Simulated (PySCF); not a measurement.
**CHF3 (trifluoromethane): levels of theory compared**

Aim: a comparison of 6 runs (HF/3-21G, M06-2X/def2-SVPD, PBE0/def2-SVPD, r2SCAN/def2-SVPD, revPBE/def2-SVPD, wB97M-V/def2-SVPD) of CHF3 (trifluoromethane). 

The results are computed with PySCF 2.14.0.

1 further run of the same task is left out (set aside as unsound or not needed).

**1. The system as given**

CHF3 has 5 atoms, charge 0, and is taken as a singlet. SMILES: `FC(F)F`. The shape is that of a PBE0-D4/def2-TZVP optimisation.

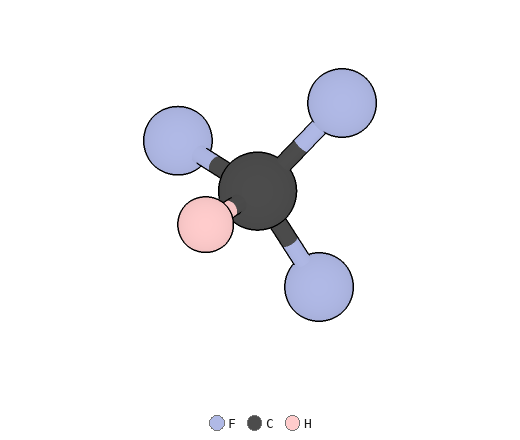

Viewed from a chosen angle; fluorine light blue, carbon dark grey, hydrogen pink.

**2. A single-point energy at HF/3-21G (run 1)**

The input, input.py:

```python
from pyscf import gto

mol = gto.M(
    atom='''
F     -1.263565    -0.623043     2.039374
C      0.036850     0.106505     0.012888
F      1.979205    -1.462213    -0.297575
F     -1.459946    -0.066310    -2.002014
H      0.707457     2.045081     0.247308
''',
    basis='3-21g',
    max_memory=1860,
    verbose=3,
    unit='bohr',
)

mf = mol.RHF()
mf.conv_tol = 1e-10
mf.kernel()
if not mf.converged:
    mf = mf.newton().run(mf.mo_coeff, mf.mo_occ)

energy = mf.e_tot
print('E(%s) = %.9f' % ('HF', energy))
```

The run is started by

```console
$ OMP_NUM_THREADS=1 python input.py
```

The log of the run:

```text
converged SCF energy = -334.950675320934
E(HF) = -334.950675321
```

It took 0.83 s on 1 thread of Arm Neoverse V1, shared host; peak memory 0.12 GiB.

**3. The energy at M06-2X/def2-SVPD (run 2)**

The input, input.xyz:

```xyz
5
CHF3
F     -0.668650    -0.329700     1.079190
C      0.019500     0.056360     0.006820
F      1.047350    -0.773770    -0.157470
F     -0.772570    -0.035090    -1.059420
H      0.374370     1.082210     0.130870
```

The input, run.py:

```python
from pyscf import gto, dft

mol = gto.M(
    atom='input.xyz',
    max_memory=1860,
    basis='def2-svpd',
    verbose=3,
    charge=0,
)

myscf = dft.RKS(mol, xc='m06-2x')
myscf.conv_tol = 1e-10
myscf.grids.level = 5
myscf.kernel()
if not myscf.converged:
    myscf = myscf.newton().run(myscf.mo_coeff, myscf.mo_occ)

e_tot = myscf.e_tot
print(f'total energy: {e_tot:.8f} hartree')
```

The run is started by

```console
$ OMP_NUM_THREADS=1 python run.py
```

The log of the run:

```text
converged SCF energy = -337.887744969293
total energy: -337.88774497 hartree
```

It took 28 s on 1 thread of Arm Neoverse V1, shared host; peak memory 0.51 GiB.

Runs 3 to 5 aren't shown in full; the table further down has their settings and results.

**4. The energy at wB97M-V/def2-SVPD (run 6)**

The input, input.py:

```python
from pyscf import gto, dft

system = gto.Mole()
system.atom = [
    ('F', (-0.668650, -0.329700, 1.079190)),
    ('C', (0.019500, 0.056360, 0.006820)),
    ('F', (1.047350, -0.773770, -0.157470)),
    ('F', (-0.772570, -0.035090, -1.059420)),
    ('H', (0.374370, 1.082210, 0.130870)),
]
system.charge = 0
system.spin = 0
system.basis = 'def2-svpd'
system.verbose = 3
system.max_memory = 1860
system.build()

mf = dft.RKS(system, xc='wb97m-v')
mf.grids.level = 5
mf.conv_tol = 1e-10
mf.nlcgrids.level = 1
mf.kernel()
if not mf.converged:
    mf = mf.newton().run(mf.mo_coeff, mf.mo_occ)

e_tot = mf.e_tot
print('E(%s) = %.9f' % ('WB97M-V', e_tot))
```

The run is started by

```console
$ OMP_NUM_THREADS=1 python input.py
```

The log of the run:

```text
converged SCF energy = -337.917282039279
E(WB97M-V) = -337.917282039
```

Run time: 56 s. Hardware: 1 thread of Arm Neoverse V1, shared host; peak memory 0.53 GiB.

**5. All runs side by side**

```tsv
run	level	integration grid	nlc grid	energy (Eh)	dipole moment (D)	HOMO energy (eV)	LUMO energy (eV)	wall time
1	HF/3-21G	–	–	-334.950675	2.02	-15.89	7.63	0.83 s
2	M06-2X/def2-SVPD	5	–	-337.887745	1.70	-13.30	0.87	28 s
3	PBE0/def2-SVPD	5	–	-337.679376	1.61	-11.53	0.81	13 s
4	r2SCAN/def2-SVPD	5	–	-337.855500	1.56	-10.06	1.06	28 s
5	revPBE/def2-SVPD	5	–	-337.896404	1.49	-9.56	0.09	13 s
6	wB97M-V/def2-SVPD	5	1	-337.917282	1.63	-14.02	1.62	56 s
```

**6. What came out**

```
            quantity          value
 run 6: total energy  -337.91728 Eh
run 6: dipole moment         1.63 D
  run 6: HOMO energy      -14.02 eV
  run 6: LUMO energy        1.62 eV
run 6: HOMO–LUMO gap       15.64 eV
```

In words: The dipole moment (its size) runs from 1.49 D (revPBE/def2-SVPD) to 2.02 D (HF/3-21G). The two ends differ in method and basis. The HOMO–LUMO gap runs from 9.65 eV (revPBE/def2-SVPD) to 23.52 eV (HF/3-21G). Totals of different functionals can't be ranked against each other. All runs together took 2.3 min, the longest 56 s.
